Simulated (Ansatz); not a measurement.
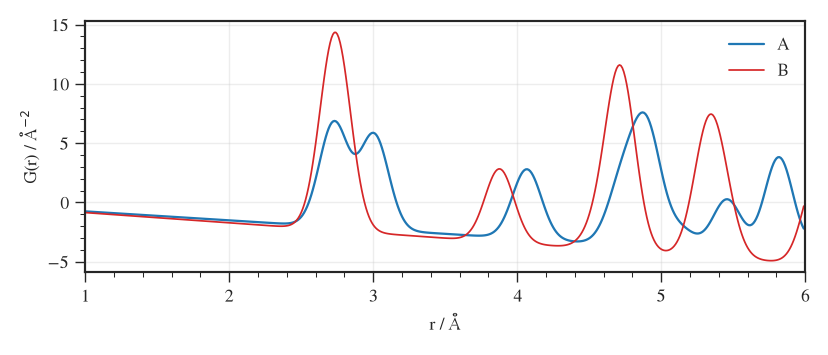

Each curve is a calculated X-ray PDF: distances of the static structure, each pair weighted by the product of the atomic numbers (X-ray weights at Q = 0), broadened by Gaussians with σ = 0.10 Å. No termination ripples are included. Both curves are of Si in space group P6_3/mmc, for two cells of different size. A: coordinates from a relaxation with Ansatz, DFT, BLYP, plane waves (420 eV) with PAW, scalar-relativistic; the starting structure was generated, so it need not be a known form of this composition; B: coordinates from a relaxation with Ansatz 0.2.0, DFT, RPBE, plane waves (420 eV) with PAW, scalar-relativistic; the starting structure was generated, so it need not be a known form of this composition.

Question: Which cell is the larger, and by how much?

Answer: Cell A is larger: the volume of B is 12.1 % below that of A (16.57 and 14.57 Å³ per atom), a mean linear change of -4.2 %. The shortest distance is 2.728 Å in A and 2.712 Å in B.

Question: Give both cells.

Answer: Cell A: a = 2.728 Å, b = 2.728 Å, c = 5.140 Å, α = 90.00°, β = 90.00°, γ = 120.00°
Cell B: a = 2.712 Å, b = 2.712 Å, c = 4.573 Å, α = 90.00°, β = 90.00°, γ = 120.00°
